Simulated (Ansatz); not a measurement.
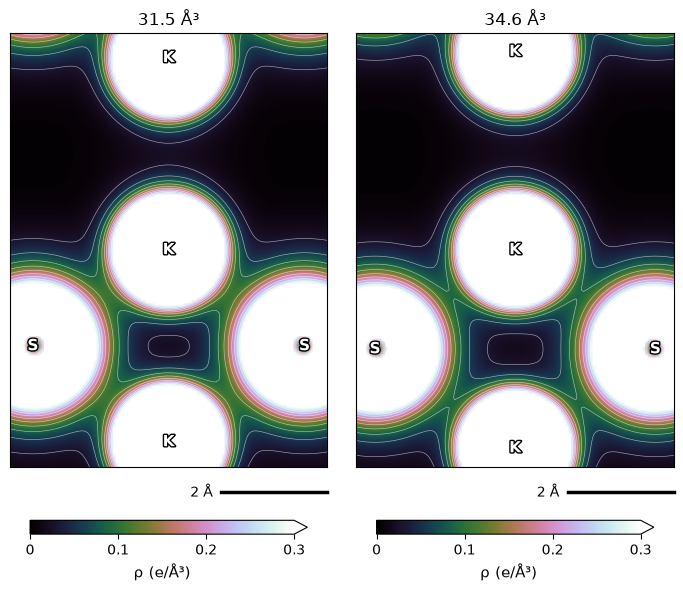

K$_{2}$S. The valence charge density (pseudo) of cells scaled evenly to different volumes (given per atom above each panel), on the (101̄) plane of each (indices in the axes of the cell below), at one length scale and on one colour scale.

These are results of DFT PBE, scalar-relativistic, plane waves, PAW in Ansatz 0.2.0, not measurements.

In a PAW calculation such maps are meaningful between the atoms, not at the nuclei.

The largest cell:

```yaml
crystal:
  lattice:
    - [0.00000, 3.73063, 3.73063]
    - [3.73063, 0.00000, 3.73063]
    - [3.73063, 3.73063, 0.00000]
  atoms:
    - { symbol: K, position: [0.25000, 0.25000, 0.25000] }
    - { symbol: K, position: [0.75000, 0.75000, 0.75000] }
    - { symbol: S, position: [0.00000, 0.00000, 0.00000] }
```

| volume (Å³/atom) | K–S contact in the plane (Å) | ρ at its midpoint (e/Å³) | pressure (GPa) | gap on the mesh (eV) | 
| --- | --- | --- | --- | --- |
| 31.50 | 3.131 | 0.121 | 2.1 | 2.57 | 
| 33.65 | 3.200 | ? | ? | ? | 
| 34.61 | 3.231 | 0.103 | 0.0 | 2.32 | 

Estimate the missing row, and compare with the calculation.

Answer. Over the known rows ln ρ falls by 1.61 per Å of K–S distance (the line through the two), which gives 0.108 e/Å³ at 3.200 Å; the calculation gives 0.108 e/Å³. For the pressure, a straight line in volume between the neighbouring rows gives 0.6 GPa; the calculation gives 0.6. For the gap on the mesh, a straight line in volume between the neighbouring rows gives 2.40 eV; the calculation gives 2.40.
